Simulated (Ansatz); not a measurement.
Al2O

```
Al O
1.0
     5.00488    0.00000    0.00000
     0.00000    5.92763    0.00000
     0.00000    0.00000    6.25438
Al O
8 4
Direct
  0.25000 0.00000 0.25000
  0.75000 0.50000 0.25000
  0.75000 0.00000 0.75000
  0.25000 0.50000 0.75000
  0.75000 0.00000 0.25000
  0.25000 0.50000 0.25000
  0.25000 0.00000 0.75000
  0.75000 0.50000 0.75000
  0.50000 0.00000 0.00000
  0.00000 0.50000 0.00000
  0.00000 0.00000 0.50000
  0.50000 0.50000 0.50000
```

Space group Fmmm; started from the random prototype, which need not be the ambient phase.

Computed with DFT PBE, scalar-relativistic, plane waves, PAW (Ansatz).

Core electrons are frozen (PAW), and the valence fields are smoothed inside the atomic spheres.

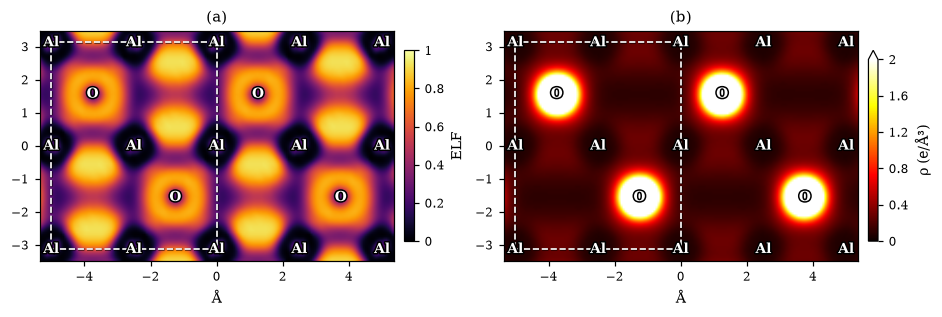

Figure 1. (a) ELF; (b) valence pseudo-density on the (010) plane of the conventional cell.

Interpret the plot.

The plane passes through Al and O nuclei. Al–O (2.00 Å): ρ at the midpoint is about 0.46 e/Å³; the ELF peaks at about 0.80 in the valence shell of O, 0.6 Å from its nucleus, and is about 0.65 at the midpoint. Al–Al (2.50 Å): ρ is about 0.29 e/Å³ halfway; the ELF peaks at about 0.65 between the atoms. Between the atoms the lowest density in this plane is 0.11 e/Å³.

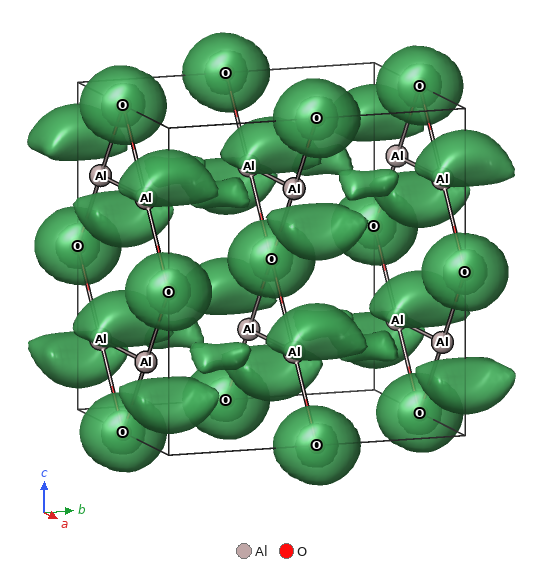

Figure 2. Isosurface of the ELF at 0.75 (green), seen slightly off an axis. Only the valence region is drawn (cores and ρ < 0.01 e/Å³ removed). Sticks mark near contacts.

Where are the electrons localised?

At this value the surface marks out four regions wrapped around O (the valence shell of each) and 16 pockets between the atoms, centred on no nucleus (multi-centre or interstitial), counted in one cell of 12 atoms. Any copies at cell faces, edges or corners count once.

Does the calculation make it a metal, or give it a gap?

It is metallic or semimetallic at this level of theory: no gap opens.
